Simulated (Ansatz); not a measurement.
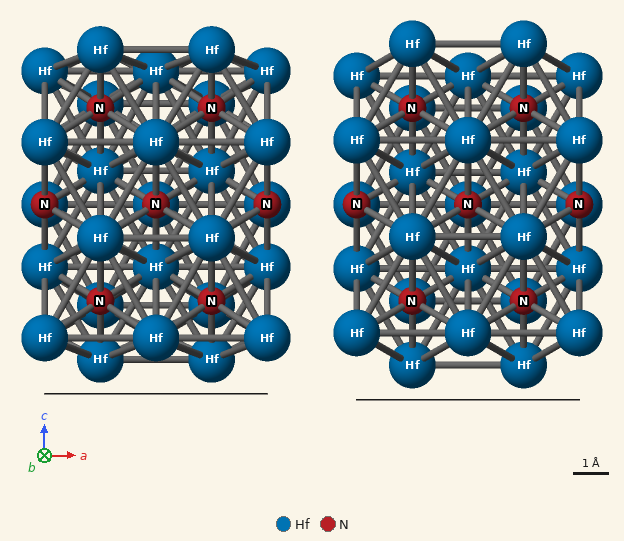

Two geometries of a slab of composition HfN (cut from the Fm-3m phase), drawn at one scale. One is the start of a relaxation, the other its converged end. Style: ball-and-stick. Shown: the 2 × 1 repeat of the cell, outlined in the plane, without the vacuum (origin shifted), along the b axis.

All numbers below come from DFT PBE, scalar-relativistic, plane waves, PAW in Ansatz 0.2.0. (plane-wave cutoff 420 eV; k-point mesh 11 × 5 × 1; occupations gaussian; smearing width 0.1 eV; no spin polarisation; dipole correction; atoms relaxed in a fixed cell; force threshold 0.02 eV/Å; at most 60 steps)

**Which one is relaxed?**

The left one is the relaxed one. The slab is the (2 1 1) face of HfN. The largest moves, 0.24 Å, are those of N atoms. By element the largest moves are N 0.24 Å, Hf 0.19 Å. The lattice vectors keep their values. Some distances before and after: Hf–N 2.274 → 2.032 Å, Hf–Hf 3.216 → 3.442 Å, Hf–N 2.274 → 2.072 Å, Hf–Hf 3.216 → 3.039 Å. Bond angles that change, for instance: Hf–N–Hf 90.0° → 104.6°, Hf–N–Hf 90.0° → 100.0°, Hf–N–Hf 90.0° → 83.2°. The energy falls by 2.877 eV per cell of the calculation in 6 geometry steps. Largest force component: 3.8 eV/Å at the start, 0.0096 eV/Å at the end. The run took 7.8 min on 8 threads of Arm Neoverse V1 (shared host), peak memory 5.2 GiB.

Limits of the set-up: the cell has an odd number of electrons but was run without spin polarisation.
